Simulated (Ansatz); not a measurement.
**Run report: Zr$_{15}$SiO$_{32}$, geometry relaxation (part 4 of 4)**

Continued. System: Zr$_{15}$SiO$_{32}$ (defect cell, 48 atoms in the cell). Method: DFT PBE, scalar-relativistic, plane waves, PAW, no spin polarisation (Ansatz 0.2.0); cutoff 420 eV, 2×2×2 k-mesh, Gaussian smearing of 0.01 eV. The structure derives from a Materials Project entry. It belongs to a series of runs on one base structure; here: Si on a Zr site (a), charge +0, atoms relaxed at the host's cell.

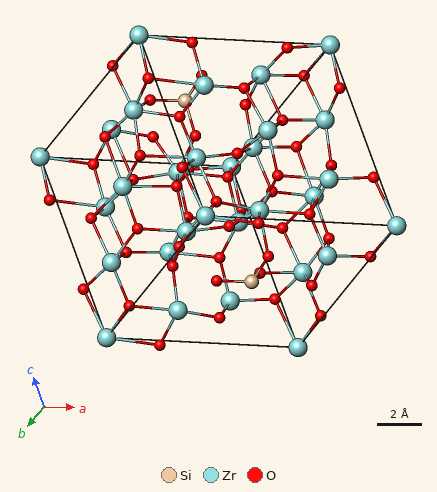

Figure 1. The geometry at step 9 of the log (ball-and-stick view of the cell of the calculation, seen at an oblique angle).

**Trajectory as extended XYZ, continued**
```
48
Lattice="7.2420 0.0000 -5.2824 0.0000 7.2420 5.2824 0.0000 -7.2420 5.2824" Properties=species:S:1:pos:R:3:forces:R:3 step=7 energy=-81632.09089 accepted=F
Si    3.6210    3.6210    0.0000    0.0000   0.0000   0.0000
Zr    3.6210    0.1886    0.0044    0.0000   0.4802  -0.1158
Zr    3.6210   -0.1886    5.2869    0.0000  -0.4802  -0.1158
Zr    3.6210   -3.6210    0.0000    0.0000   0.0000   0.0000
Zr    0.1886   -3.6210    5.2780    0.4802   0.0000   0.1158
Zr    0.0000    0.0000    5.2824    0.0000   0.0000   0.0000
Zr    0.0000    0.0000    0.0000    0.0000   0.0000   0.0000
Zr   -0.1886    3.6210    5.2780   -0.4802   0.0000   0.1158
Zr    1.8809    5.5142    2.7954    0.0996   0.0043  -0.3026
Zr    1.8809    1.7278    2.7954    0.0996  -0.0043  -0.3026
Zr    1.7278   -5.3611    2.4871   -0.0043   0.0996   0.3026
Zr    1.7278   -1.8809    2.4871   -0.0043  -0.0996   0.3026
Zr    5.5142   -1.8809    2.4871    0.0043  -0.0996   0.3026
Zr    5.3611    1.7278    2.7954   -0.0996  -0.0043  -0.3026
Zr    5.5142    1.8809   -2.7954    0.0043   0.0996   0.3026
Zr    5.3611   -1.7278   -2.4871   -0.0996   0.0043  -0.3026
O     3.6210    5.8119    1.7465    0.0000   0.0693   0.1944
O     3.6210    1.4301    1.7465    0.0000  -0.0693   0.1944
O     3.6210   -5.1930    1.7485    0.0000   0.1654  -0.2349
O     3.6210   -2.0490    1.7485    0.0000  -0.1654  -0.2349
O     0.1978   -1.9006    6.8614   -0.1158   0.0201  -0.0654
O    -0.1978    1.9006    6.8614    0.1158  -0.0201  -0.0654
O     0.1978    1.9006    1.5790   -0.1158  -0.0201  -0.0654
O    -0.1978   -1.9006    1.5790    0.1158   0.0201  -0.0654
O     0.2139    5.4567    4.2644   -0.0967   0.1700   0.0814
O     0.2139    1.7853    4.2644   -0.0967  -0.1700   0.0814
O    -0.2139   -5.4567    4.2644    0.0967  -0.1700   0.0814
O    -0.2139   -1.7853    4.2644    0.0967   0.1700   0.0814
O     3.6210   -2.1725    4.4432    0.0000   0.1158  -0.1425
O     3.6210    1.7063    4.3818    0.0000   0.1275  -0.0305
O     3.6210    2.1725   -0.8393    0.0000  -0.1158  -0.1425
O     3.6210   -1.7063   -0.9007    0.0000  -0.1275  -0.0305
O     2.0490    3.6210    3.5339    0.1654   0.0000   0.2349
O     1.9006   -0.1978    3.7035   -0.0201   0.1158   0.0654
O     1.9006    0.1978    8.9859   -0.0201  -0.1158   0.0654
O     1.4301   -3.6210    3.5359   -0.0693   0.0000  -0.1944
O     5.8119   -3.6210    3.5359    0.0693   0.0000  -0.1944
O     5.3414   -0.1978    3.7035    0.0201   0.1158   0.0654
O     5.3414    0.1978   -1.5790    0.0201  -0.1158   0.0654
O     5.1930    3.6210    3.5339   -0.1654   0.0000   0.2349
O     1.7853    0.2139    6.3004   -0.1700  -0.0967  -0.0814
O     2.1725   -3.6210    6.1217   -0.1158   0.0000   0.1425
O     1.7063    3.6210    6.1831    0.1275   0.0000   0.0305
O     1.7853   -0.2139    1.0180   -0.1700   0.0967  -0.0814
O     5.4567   -0.2139    1.0180    0.1700   0.0967  -0.0814
O     5.0695    3.6210    0.8393    0.1158   0.0000   0.1425
O     5.5357   -3.6210    0.9007   -0.1275   0.0000   0.0305
O     5.4567    0.2139    6.3004    0.1700  -0.0967  -0.0814
48
Lattice="7.2420 0.0000 -5.2824 0.0000 7.2420 5.2824 0.0000 -7.2420 5.2824" Properties=species:S:1:pos:R:3:forces:R:3 step=8 energy=-81632.16418
Si    3.6210    3.6210    0.0000    0.0000   0.0000   0.0000
Zr    3.6210    0.1871   -0.0048    0.0000  -0.0244  -0.0542
Zr    3.6210   -0.1871    5.2777    0.0000   0.0244  -0.0542
Zr    3.6210   -3.6210    0.0000    0.0000   0.0000   0.0000
Zr    0.1871   -3.6210    5.2872   -0.0244   0.0000   0.0542
Zr    0.0000    0.0000    5.2824    0.0000   0.0000   0.0000
Zr    0.0000    0.0000    0.0000    0.0000   0.0000   0.0000
Zr   -0.1871    3.6210    5.2872    0.0244   0.0000   0.0542
Zr    1.8773    5.5042    2.7639   -0.0073   0.0150   0.0307
Zr    1.8773    1.7378    2.7639   -0.0073  -0.0150   0.0307
Zr    1.7378   -5.3647    2.5186   -0.0150  -0.0073  -0.0307
Zr    1.7378   -1.8773    2.5186   -0.0150   0.0073  -0.0307
Zr    5.5042   -1.8773    2.5186    0.0150   0.0073  -0.0307
Zr    5.3647    1.7378    2.7639    0.0073  -0.0150   0.0307
Zr    5.5042    1.8773   -2.7639    0.0150  -0.0073  -0.0307
Zr    5.3647   -1.7378   -2.5186    0.0073   0.0150   0.0307
O     3.6210    5.8088    1.7460    0.0000  -0.0230  -0.0342
O     3.6210    1.4332    1.7460    0.0000   0.0230  -0.0342
O     3.6210   -5.2242    1.7234    0.0000   0.0331   0.0252
O     3.6210   -2.0178    1.7234    0.0000  -0.0331   0.0252
O     0.1676   -1.9210    6.8640    0.0176  -0.0261  -0.0084
O    -0.1676    1.9210    6.8640   -0.0176   0.0261  -0.0084
O     0.1676    1.9210    1.5815    0.0176   0.0261  -0.0084
O    -0.1676   -1.9210    1.5815   -0.0176  -0.0261  -0.0084
O     0.1657    5.4722    4.2568    0.0183   0.0136  -0.0094
O     0.1657    1.7698    4.2568    0.0183  -0.0136  -0.0094
O    -0.1657   -5.4722    4.2568   -0.0183  -0.0136  -0.0094
O    -0.1657   -1.7698    4.2568   -0.0183   0.0136  -0.0094
O     3.6210   -2.1776    4.4197    0.0000  -0.0212   0.0443
O     3.6210    1.7238    4.3690    0.0000  -0.0732  -0.0039
O     3.6210    2.1776   -0.8627    0.0000   0.0212   0.0443
O     3.6210   -1.7238   -0.9134    0.0000   0.0732  -0.0039
O     2.0178    3.6210    3.5591    0.0331   0.0000  -0.0252
O     1.9210   -0.1676    3.7009    0.0261  -0.0176   0.0084
O     1.9210    0.1676    8.9833    0.0261   0.0176   0.0084
O     1.4332   -3.6210    3.5365    0.0230   0.0000   0.0342
O     5.8088   -3.6210    3.5365   -0.0230   0.0000   0.0342
O     5.3210   -0.1676    3.7009   -0.0261  -0.0176   0.0084
O     5.3210    0.1676   -1.5815   -0.0261   0.0176   0.0084
O     5.2242    3.6210    3.5591   -0.0331   0.0000  -0.0252
O     1.7698    0.1657    6.3081   -0.0136   0.0183   0.0094
O     2.1776   -3.6210    6.1451    0.0212   0.0000  -0.0443
O     1.7238    3.6210    6.1958   -0.0732   0.0000   0.0039
O     1.7698   -0.1657    1.0256   -0.0136  -0.0183   0.0094
O     5.4722   -0.1657    1.0256    0.0136  -0.0183   0.0094
O     5.0644    3.6210    0.8627   -0.0212   0.0000  -0.0443
O     5.5182   -3.6210    0.9134    0.0732   0.0000   0.0039
O     5.4722    0.1657    6.3081    0.0136   0.0183   0.0094
48
Lattice="7.2420 0.0000 -5.2824 0.0000 7.2420 5.2824 0.0000 -7.2420 5.2824" Properties=species:S:1:pos:R:3:forces:R:3 step=9 energy=-81632.17306
Si    3.6210    3.6210    0.0000    0.0000   0.0000   0.0000
Zr    3.6210    0.2051   -0.0147    0.0000  -0.0644  -0.0018
Zr    3.6210   -0.2051    5.2677    0.0000   0.0644  -0.0018
Zr    3.6210   -3.6210    0.0000    0.0000   0.0000   0.0000
Zr    0.2051   -3.6210    5.2972   -0.0644   0.0000   0.0018
Zr    0.0000    0.0000    5.2824    0.0000   0.0000   0.0000
Zr    0.0000    0.0000    0.0000    0.0000   0.0000   0.0000
Zr   -0.2051    3.6210    5.2972    0.0644   0.0000   0.0018
Zr    1.8827    5.5088    2.7757   -0.0026   0.0055   0.0266
Zr    1.8827    1.7332    2.7757   -0.0026  -0.0055   0.0266
Zr    1.7332   -5.3593    2.5068   -0.0055  -0.0026  -0.0266
Zr    1.7332   -1.8827    2.5068   -0.0055   0.0026  -0.0266
Zr    5.5088   -1.8827    2.5068    0.0055   0.0026  -0.0266
Zr    5.3593    1.7332    2.7757    0.0026  -0.0055   0.0266
Zr    5.5088    1.8827   -2.7757    0.0055  -0.0026  -0.0266
Zr    5.3593   -1.7332   -2.5068    0.0026   0.0055   0.0266
O     3.6210    5.8108    1.7451    0.0000  -0.0058  -0.0174
O     3.6210    1.4312    1.7451    0.0000   0.0058  -0.0174
O     3.6210   -5.1839    1.7322    0.0000  -0.0088   0.0078
O     3.6210   -2.0581    1.7322    0.0000   0.0088   0.0078
O     0.1810   -1.9211    6.8639   -0.0021  -0.0110  -0.0069
O    -0.1810    1.9211    6.8639    0.0021   0.0110  -0.0069
O     0.1810    1.9211    1.5814   -0.0021   0.0110  -0.0069
O    -0.1810   -1.9211    1.5814    0.0021  -0.0110  -0.0069
O     0.1800    5.4704    4.2589   -0.0015  -0.0093  -0.0027
O     0.1800    1.7716    4.2589   -0.0015   0.0093  -0.0027
O    -0.1800   -5.4704    4.2589    0.0015   0.0093  -0.0027
O    -0.1800   -1.7716    4.2589    0.0015  -0.0093  -0.0027
O     3.6210   -2.1790    4.4253    0.0000  -0.0516  -0.0170
O     3.6210    1.7070    4.3761    0.0000  -0.0119   0.0060
O     3.6210    2.1790   -0.8571    0.0000   0.0516  -0.0170
O     3.6210   -1.7070   -0.9064    0.0000   0.0119   0.0060
O     2.0581    3.6210    3.5503   -0.0088   0.0000  -0.0078
O     1.9211   -0.1810    3.7010    0.0110   0.0021   0.0069
O     1.9211    0.1810    8.9835    0.0110  -0.0021   0.0069
O     1.4312   -3.6210    3.5373    0.0058   0.0000   0.0174
O     5.8108   -3.6210    3.5373   -0.0058   0.0000   0.0174
O     5.3209   -0.1810    3.7010   -0.0110   0.0021   0.0069
O     5.3209    0.1810   -1.5814   -0.0110  -0.0021   0.0069
O     5.1839    3.6210    3.5503    0.0088   0.0000  -0.0078
O     1.7716    0.1800    6.3060    0.0093  -0.0015   0.0027
O     2.1790   -3.6210    6.1395    0.0516   0.0000   0.0170
O     1.7070    3.6210    6.1888   -0.0119   0.0000  -0.0060
O     1.7716   -0.1800    1.0236    0.0093   0.0015   0.0027
O     5.4704   -0.1800    1.0236   -0.0093   0.0015   0.0027
O     5.0630    3.6210    0.8571   -0.0516   0.0000   0.0170
O     5.5350   -3.6210    0.9064    0.0119   0.0000  -0.0060
O     5.4704    0.1800    6.3060   -0.0093  -0.0015   0.0027
48
Lattice="7.2420 0.0000 -5.2824 0.0000 7.2420 5.2824 0.0000 -7.2420 5.2824" Properties=species:S:1:pos:R:3:forces:R:3 step=10 energy=-81632.17384
Si    3.6210    3.6210    0.0000    0.0000   0.0000   0.0000
Zr    3.6210    0.2021   -0.0149    0.0000   0.0081  -0.0096
Zr    3.6210   -0.2021    5.2676    0.0000  -0.0081  -0.0096
Zr    3.6210   -3.6210    0.0000    0.0000   0.0000   0.0000
Zr    0.2021   -3.6210    5.2973    0.0081   0.0000   0.0096
Zr    0.0000    0.0000    5.2824    0.0000   0.0000   0.0000
Zr    0.0000    0.0000    0.0000    0.0000   0.0000   0.0000
Zr   -0.2021    3.6210    5.2973   -0.0081   0.0000   0.0096
Zr    1.8831    5.5086    2.7756    0.0003  -0.0032  -0.0035
Zr    1.8831    1.7334    2.7756    0.0003   0.0032  -0.0035
Zr    1.7334   -5.3589    2.5068    0.0032   0.0003   0.0035
Zr    1.7334   -1.8831    2.5068    0.0032  -0.0003   0.0035
Zr    5.5086   -1.8831    2.5068   -0.0032  -0.0003   0.0035
Zr    5.3589    1.7334    2.7756   -0.0003   0.0032  -0.0035
Zr    5.5086    1.8831   -2.7756   -0.0032   0.0003   0.0035
Zr    5.3589   -1.7334   -2.5068   -0.0003  -0.0032  -0.0035
O     3.6210    5.8118    1.7432    0.0000   0.0026   0.0022
O     3.6210    1.4302    1.7432    0.0000  -0.0026   0.0022
O     3.6210   -5.1872    1.7303    0.0000  -0.0014  -0.0046
O     3.6210   -2.0548    1.7303    0.0000   0.0014  -0.0046
O     0.1808   -1.9240    6.8630    0.0016  -0.0010  -0.0008
O    -0.1808    1.9240    6.8630   -0.0016   0.0010  -0.0008
O     0.1808    1.9240    1.5806    0.0016   0.0010  -0.0008
O    -0.1808   -1.9240    1.5806   -0.0016  -0.0010  -0.0008
O     0.1801    5.4713    4.2579   -0.0002   0.0016  -0.0006
O     0.1801    1.7707    4.2579   -0.0002  -0.0016  -0.0006
O    -0.1801   -5.4713    4.2579    0.0002  -0.0016  -0.0006
O    -0.1801   -1.7707    4.2579    0.0002   0.0016  -0.0006
O     3.6210   -2.1829    4.4212    0.0000   0.0360  -0.0001
O     3.6210    1.7083    4.3748    0.0000   0.0004   0.0035
O     3.6210    2.1829   -0.8612    0.0000  -0.0360  -0.0001
O     3.6210   -1.7083   -0.9076    0.0000  -0.0004   0.0035
O     2.0548    3.6210    3.5521   -0.0014   0.0000   0.0046
O     1.9240   -0.1808    3.7019    0.0010  -0.0016   0.0008
O     1.9240    0.1808    8.9843    0.0010   0.0016   0.0008
O     1.4302   -3.6210    3.5392   -0.0026   0.0000  -0.0022
O     5.8118   -3.6210    3.5392    0.0026   0.0000  -0.0022
O     5.3180   -0.1808    3.7019   -0.0010  -0.0016   0.0008
O     5.3180    0.1808   -1.5806   -0.0010   0.0016   0.0008
O     5.1872    3.6210    3.5521    0.0014   0.0000   0.0046
O     1.7707    0.1801    6.3070   -0.0016  -0.0002   0.0006
O     2.1829   -3.6210    6.1436   -0.0360   0.0000   0.0001
O     1.7083    3.6210    6.1901    0.0004   0.0000  -0.0035
O     1.7707   -0.1801    1.0246   -0.0016   0.0002   0.0006
O     5.4713   -0.1801    1.0246    0.0016   0.0002   0.0006
O     5.0591    3.6210    0.8612    0.0360   0.0000   0.0001
O     5.5337   -3.6210    0.9076   -0.0004   0.0000  -0.0035
O     5.4713    0.1801    6.3070    0.0016  -0.0002   0.0006
48
Lattice="7.2420 0.0000 -5.2824 0.0000 7.2420 5.2824 0.0000 -7.2420 5.2824" Properties=species:S:1:pos:R:3:forces:R:3 step=11 energy=-81632.17397
Si    3.6210    3.6210    0.0000    0.0000   0.0000   0.0000
Zr    3.6210    0.2017   -0.0152    0.0000   0.0012   0.0011
Zr    3.6210   -0.2017    5.2673    0.0000  -0.0012   0.0011
Zr    3.6210   -3.6210    0.0000    0.0000   0.0000   0.0000
Zr    0.2017   -3.6210    5.2976    0.0012   0.0000  -0.0011
Zr    0.0000    0.0000    5.2824    0.0000   0.0000   0.0000
Zr    0.0000    0.0000    0.0000    0.0000   0.0000   0.0000
Zr   -0.2017    3.6210    5.2976   -0.0012   0.0000  -0.0011
Zr    1.8828    5.5084    2.7753    0.0003   0.0000  -0.0003
Zr    1.8828    1.7336    2.7753    0.0003   0.0000  -0.0003
Zr    1.7336   -5.3592    2.5072    0.0000   0.0003   0.0003
Zr    1.7336   -1.8828    2.5072    0.0000  -0.0003   0.0003
Zr    5.5084   -1.8828    2.5072    0.0000  -0.0003   0.0003
Zr    5.3592    1.7336    2.7753   -0.0003   0.0000  -0.0003
Zr    5.5084    1.8828   -2.7753    0.0000   0.0003   0.0003
Zr    5.3592   -1.7336   -2.5072   -0.0003   0.0000  -0.0003
O     3.6210    5.8115    1.7434    0.0000   0.0001  -0.0004
O     3.6210    1.4305    1.7434    0.0000  -0.0001  -0.0004
O     3.6210   -5.1878    1.7303    0.0000  -0.0006  -0.0009
O     3.6210   -2.0542    1.7303    0.0000   0.0006  -0.0009
O     0.1805   -1.9242    6.8630    0.0003  -0.0004  -0.0001
O    -0.1805    1.9242    6.8630   -0.0003   0.0004  -0.0001
O     0.1805    1.9242    1.5806    0.0003   0.0004  -0.0001
O    -0.1805   -1.9242    1.5806   -0.0003  -0.0004  -0.0001
O     0.1797    5.4715    4.2577    0.0001   0.0004  -0.0009
O     0.1797    1.7705    4.2577    0.0001  -0.0004  -0.0009
O    -0.1797   -5.4715    4.2577   -0.0001  -0.0004  -0.0009
O    -0.1797   -1.7705    4.2577   -0.0001   0.0004  -0.0009
O     3.6210   -2.1814    4.4221    0.0000   0.0008   0.0004
O     3.6210    1.7086    4.3750    0.0000  -0.0008   0.0004
O     3.6210    2.1814   -0.8603    0.0000  -0.0008   0.0004
O     3.6210   -1.7086   -0.9074    0.0000   0.0008   0.0004
O     2.0542    3.6210    3.5521   -0.0006   0.0000   0.0009
O     1.9242   -0.1805    3.7019    0.0004  -0.0003   0.0001
O     1.9242    0.1805    8.9843    0.0004   0.0003   0.0001
O     1.4305   -3.6210    3.5390   -0.0001   0.0000   0.0004
O     5.8115   -3.6210    3.5390    0.0001   0.0000   0.0004
O     5.3178   -0.1805    3.7019   -0.0004  -0.0003   0.0001
O     5.3178    0.1805   -1.5806   -0.0004   0.0003   0.0001
O     5.1878    3.6210    3.5521    0.0006   0.0000   0.0009
O     1.7705    0.1797    6.3072   -0.0004   0.0001   0.0009
O     2.1814   -3.6210    6.1428   -0.0008   0.0000  -0.0004
O     1.7086    3.6210    6.1899   -0.0008   0.0000  -0.0004
O     1.7705   -0.1797    1.0248   -0.0004  -0.0001   0.0009
O     5.4715   -0.1797    1.0248    0.0004  -0.0001   0.0009
O     5.0606    3.6210    0.8603    0.0008   0.0000  -0.0004
O     5.5334   -3.6210    0.9074    0.0008   0.0000  -0.0004
O     5.4715    0.1797    6.3072    0.0004   0.0001   0.0009
```

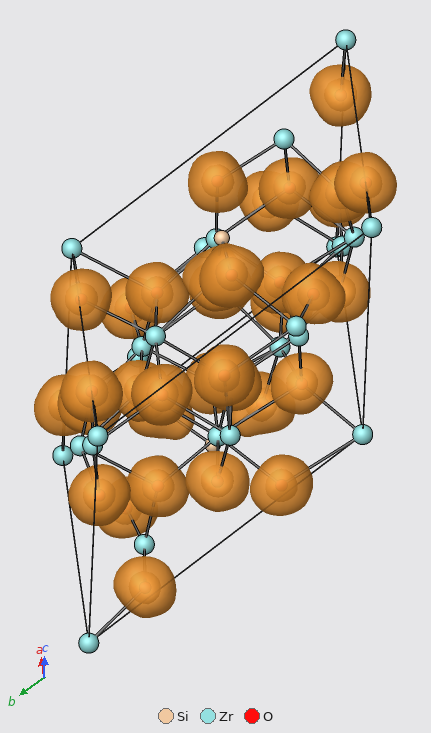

Figure 2. Isosurface of the ELF at 0.75 (orange), seen at an oblique angle. Only the valence region is drawn (cores and ρ < 0.01 e/Å³ removed). Sticks mark near contacts. The outline is the calculation cell. Along the contacts the grid gives the following. Zr–O (2.04 Å): the ELF peaks at about 0.85 in the valence shell of O, 0.6 Å from its nucleus, and drops to about 0.25 between the two atoms. Core electrons are frozen (PAW), so the fields are smoothed inside the atomic spheres.

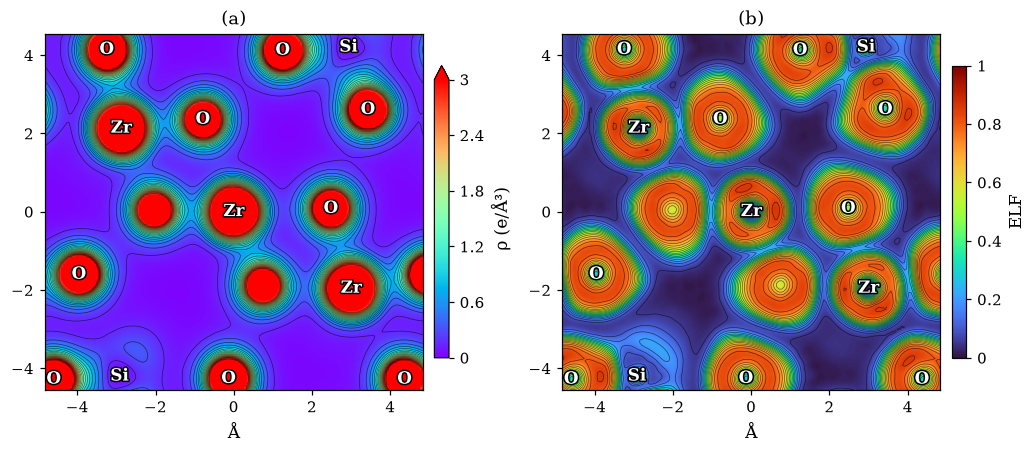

Figure 3. (a) valence charge density (pseudo); (b) ELF on the (010) plane of the calculation cell. The section cuts through Si, Zr and O sites. Si–O (1.68 Å): ρ is about 1.1 e/Å³ halfway; the ELF peaks at about 0.85 between the atoms, which marks a polar covalent bond. Zr–O (2.04 Å): the density is about 0.77 e/Å³ at the midpoint; the ELF peaks at about 0.85 in the valence shell of O, 0.6 Å from its nucleus, and drops to about 0.25 between the two atoms. Zr–O (2.13 Å): the density is about 0.64 e/Å³ at the midpoint; the ELF peaks at about 0.85 in the valence shell of O, 0.6 Å from its nucleus, and drops to about 0.20 between the two atoms. Away from the nuclei the density in this plane falls to 0.02 e/Å³ at its lowest. The strong features right at Zr lie inside the PAW spheres (semicore, d or f shells) and say nothing about bonding.
